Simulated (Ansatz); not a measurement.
**Single-point calculation, with input and output: AlN**

- system: AlN (P6₃mc, 8 atoms in the cell)
- method: DFT, PBE, PAW with Ansatz's default frozen-core files, scalar-relativistic, no spin polarisation (Ansatz 0.2.0)

It belongs to a series of runs on one base structure; here: bulk in the slab's orientation, PAW files.

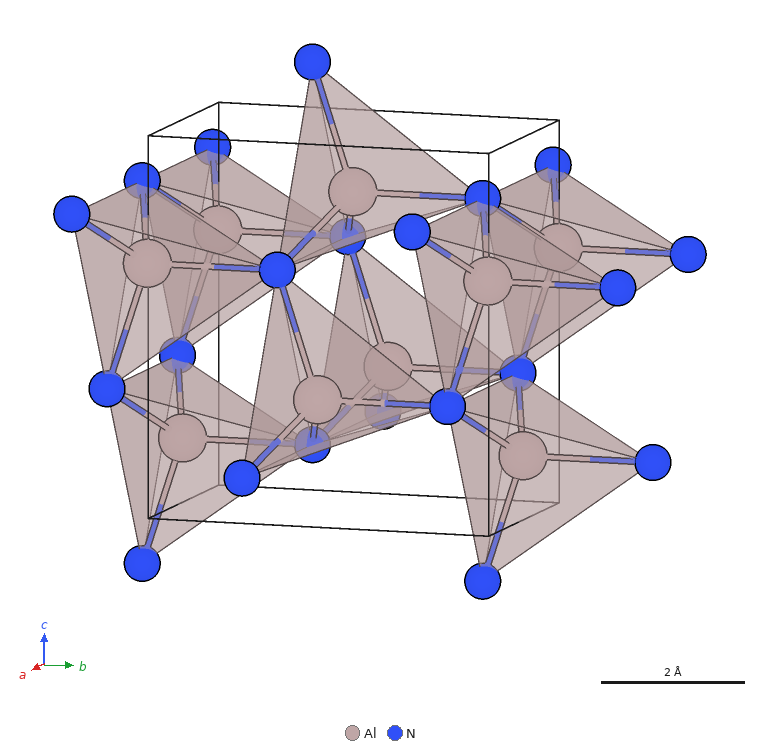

Figure 1. The structure as given in the input (polyhedral view of the cell of the calculation, seen slightly off an axis; polyhedra are completed across the faces of the cell).

### Key numbers

| quantity | value |
| --- | --- |
| outcome | converged |
| space group (tolerance 0.01 Å) | P6₃mc (186) |
| electrons treated | 32 |
| free energy | −3697.0159 eV |
| Fermi energy | 8.965 eV |
| gap on the k-point mesh | 4.03 eV |
| pressure | 0.01 GPa |
| largest force (length of the vector) | 0.001 eV/Å |
| hardware | 1 thread of AMD EPYC (Zen 3), 32 GiB of memory available, shared host |
| wall time | 19 s |
| peak memory | 0.46 GiB |

### The input
```yaml
crystal:
  lattice:
    - [-1.5650789238, 2.7107962138, 0.0]
    - [0.0, 0.0, 5.0181095988]
    - [4.6952367713, 2.7107962138, 0.0]
  atoms:
    - { symbol: Al, position: [0.5, 0.997240306, 0.166666667] }
    - { symbol: Al, position: [0.0, 0.997240306, 0.666666667] }
    - { symbol: Al, position: [0.0, 0.497240306, 0.333333333] }
    - { symbol: Al, position: [0.5, 0.497240306, 0.833333333] }
    - { symbol: "N", position: [0.5, 0.378759694, 0.166666667] }
    - { symbol: "N", position: [0.0, 0.378759694, 0.666666667] }
    - { symbol: "N", position: [0.0, 0.878759694, 0.333333333] }
    - { symbol: "N", position: [0.5, 0.878759694, 0.833333333] }
kpoints:
  mp_grid: { grid: [10, 6, 6] }
scf:
  occupations: { method: fermi_dirac, width: 0.02 }
hamiltonian:
  xc: pbe
  pseudopotentials: { kind: paw }
output:
  forces: true
  stress: true
  eigenvalues: true
```

Launch command:
```bash
ansatz run input.yaml --threads 1 --pin off --max-ram 3584MiB --backend cpu --events-out ev --progress --plain --runs-dir out
```

### The program's output
```
Engine: ansatz 0.2.0, x86_64-unknown-linux-gnu
Pseudopotentials: kind: paw
Pseudopotential: Al, paw, valence charge 3, recommended cutoff 420 eV (normal), Al.paw.azcp
Pseudopotential: N, paw, valence charge 5, recommended cutoff 420 eV (normal), N.paw.azcp
Functional definition: PBE
  parameter kappa = 0.804
  parameter beta = 0.06672455060314922
  exchange = pbe_x(kappa = kappa, mu = beta*pi^2/3)
  correlation = pbe_c(beta = beta)
Crystal: 8 atoms, lattice volume = 85.160 Å³
Basis set: ecut = 420 eV, 1677 PW (Γ), exchange–correlation on 48×72×80 points (8 copies of the dense FFT grid, shifted against one another)
Bands: 24, of which v1, the nominal top of the filled ones, is band 16 counted from 1 (15 counted from 0)
Symmetry: 8 space group operations
Space group: P63mc (ITA 186), of the structure as read, at distance tolerance 4.4e-5 Å
k-points: 96 of 360 (time reversal used)
Non-local potential: Al, projectors of the file, l = 0: 2, l = 1: 2, l = 2: 1
Non-local potential: N, projectors of the file, l = 0: 2, l = 1: 2, l = 2: 1
PAW form: soft (Blöchl's): semilocal exchange-correlation on the pseudo side does not see the compensation charge
PAW one-centre angular grid: Al, 110 points (default); XC on 64 Gauss nodes
PAW one-centre angular grid: N, 110 points (default); XC on 64 Gauss nodes
Initial density: superposition of atomic densities (neutral atoms: chi_scale 0, normalization atom), corrected by the library's trained network
Initial wavefunctions: pseudopotential atomic-orbital guess
Functional: x = pbe(κ = 0.804, μ = 0.2195149727645171), c = pbe(β = 0.06672455060314922)
SCF iter   1: F=—  HF=-3697.015908 eV  |F-HF|=—  |Δ(HF+E_count)|=         —  Δρ=7.97e-4  dr2=2.35e-4  ethr=1.77e-3  ⟨swp⟩=6.7  Hψ=12844  notcnv=0
preconditioner: auto → none  [insulator: Δε(μ)=4.031 eV  Ē_g=12.984 eV  σ=0.020 eV  W_gap=1.00  n_scr=10 (ndim 8)  ℏωp=22.8 eV  f_vac=0.000  D(μ)=0.00/eV (n_scr^D=0)  ε∞_Penn≈4.1]
SCF iter   2: F=—  HF=-3697.016198 eV  |F-HF|=—  |Δ(HF+E_count)|=   2.90e-4  Δρ=3.99e-4  dr2=4.57e-5  ethr=7.36e-7  ⟨swp⟩=2.0  Hψ=4650  notcnv=0  defer=126
SCF iter   3: F=—  HF=-3697.015888 eV  |F-HF|=—  |Δ(HF+E_count)|=   3.09e-4  Δρ=4.60e-5  dr2=6.13e-7  ethr=1.43e-7  ⟨swp⟩=2.0  Hψ=3508  notcnv=0  defer=68
automatic band count: iteration 3 solves 23 bands in place of 24: the levels show a gap, and the empty bands left out lie too high to hold charge; the band table lists the bands solved (type scf.n_extra_bands for more)
iter 4 did not close the SCF: its close was put off for the readings that it lacked (scf_convergence_deferred on its scf_iter line)
SCF iter   4: F=-3697.015890 eV  HF=-3697.015889 eV  |F-HF|=3.95e-8  |Δ(HF+E_count)|=   1.17e-6  Δρ=1.01e-5  dr2=3.69e-8  ethr=1.92e-9  ⟨swp⟩=2.7  Hψ=3841  notcnv=0  defer=68
iter 5 did not close the SCF: its close was put off for the readings that it lacked (scf_convergence_deferred on its scf_iter line)
SCF iter   5: F=-3697.015890 eV  HF=-3697.015890 eV  |F-HF|=2.33e-9  |Δ(HF+E_count)|=   4.98e-8  Δρ=2.76e-6  dr2=3.38e-9  ethr=1.15e-10  ⟨swp⟩=2.0  Hψ=3506  notcnv=0  defer=68
SCF iter   6: F=-3697.015890 eV  HF=-3697.015890 eV  |F-HF|=1.46e-11  |Δ(HF+E_count)|=   1.02e-9  Δρ=2.46e-7  dr2=3.43e-11  ethr=1.06e-11  ⟨swp⟩=5.5  Hψ=8158  notcnv=0
SCF 1 converged in 6 iterations: F = -3697.015890 eV  dr2 = 3.43e-11
  greatest PAW one-centre occupation: 0.787 electrons in one spin orbital (limit 2), on the N atom at site 7 (counted from 0), in its partial waves of l = 0
SCF converged after 6 iterations
Free energy (F): -3697.015890 eV
Harris-Foulkes:  -3697.015890 eV  (|F-HF|=1.46e-11)
Internal energy: -3697.015890 eV  (E = F + TS)
E sigma→0 (E₀):  -3697.015890 eV
Fermi energy:    8.965277 eV
--- Per-component energies (eV) ---
  E_band       = 55.712927
  E_kinetic    = 634.643852
  E_local      = -903.205977  (includes V_loc(G=0)·N_el)
  E_nonlocal   = 221.010962
  E_hartree    = 313.280218
  E_xc         = -406.500758
  E_vxc        = -430.760831  (∫ρ·V_xc dr)
  E_paw        = -2380.134721  (= ΣΔE_a)
  E_vpaw       = -92.536081  (= ΣTr[D̂ρ^β])
  E_aug_tail   = 0.000391  (compensation charges beyond the density's cutoff)
  E_ewald      = -1176.109857
  E_smearing   = -0.000000  (= −TS)
  E_closure    = -0.000000  (closes the sum)
  Σ components = -3697.015890   (vs F -3697.015890, Δ=0.00e0)
--- Forces (eV/Å), atoms counted from 1 ---
  atom   1  Al    -0.00001106    -0.00000639    -0.00083408
  atom   2  Al    -0.00001106    -0.00000639    -0.00083408
  atom   3  Al     0.00001106     0.00000639    -0.00083408
  atom   4  Al     0.00001106     0.00000639    -0.00083408
  atom   5  N     -0.00000608    -0.00000351     0.00084183
  atom   6  N     -0.00000608    -0.00000351     0.00084183
  atom   7  N      0.00000608     0.00000351     0.00084183
  atom   8  N      0.00000608     0.00000351     0.00084183
  max |Σ_I F_I| component: 3.10e-5 eV/Å
--- Stress (GPa, compression-positive) ---
        0.010591       0.000467       0.000000
        0.000467       0.010051       0.000000
       -0.000000       0.000000       0.007349
  P = ⅓ Tr σ = 0.0093 GPa (0.093 kbar)
--- Band table (eV; the first three rows and the last of 96) ---
  k-point 0: bands = ["-8.1118", "-6.2023", "-6.0341", "-5.5289", "1.0472", "1.5768", "2.8286", "3.6563", "4.8954", "5.2054", "6.1016", "6.1016", "6.2642", "6.7409", "6.7409", "6.9431", "10.9775", "12.7048", "12.7118", "13.4574", "14.9673", "17.0766", "17.3962"]
  k-point 1: bands = ["-8.0252", "-6.4359", "-5.9851", "-5.4900", "1.1511", "1.8220", "3.0360", "3.2831", "4.9580", "5.5473", "5.6938", "5.9870", "6.3013", "6.3258", "6.7273", "6.9059", "11.4008", "12.8325", "12.9349", "13.8248", "14.9126", "17.0434", "17.0689"]
  k-point 2: bands = ["-7.7733", "-6.9021", "-5.8513", "-5.5269", "1.4570", "2.4955", "2.6040", "3.6569", "4.6998", "5.1374", "5.4548", "5.7172", "6.0913", "6.4027", "6.6601", "6.7743", "12.2644", "13.1015", "13.5888", "14.5217", "14.7467", "16.0307", "16.6006"]
  k-point 95: bands = ["-5.8414", "-5.8414", "-5.8414", "-5.8414", "1.4306", "1.4306", "1.4306", "1.4306", "5.5065", "5.5065", "5.5065", "5.5065", "5.6012", "5.6012", "5.6012", "5.6012", "12.1942", "12.1942", "12.1942", "12.1942", "16.0916", "16.0916", "16.0916"]
```

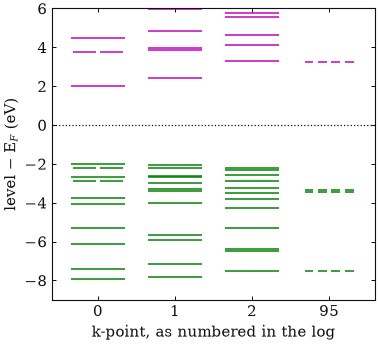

Figure 2. Kohn–Sham levels near the Fermi level (dotted) at the few k-points that the log prints; levels within 0.02 eV of each other stand side by side. Among these points the highest filled and lowest empty levels are 4.03 eV apart, which is the gap on the mesh.
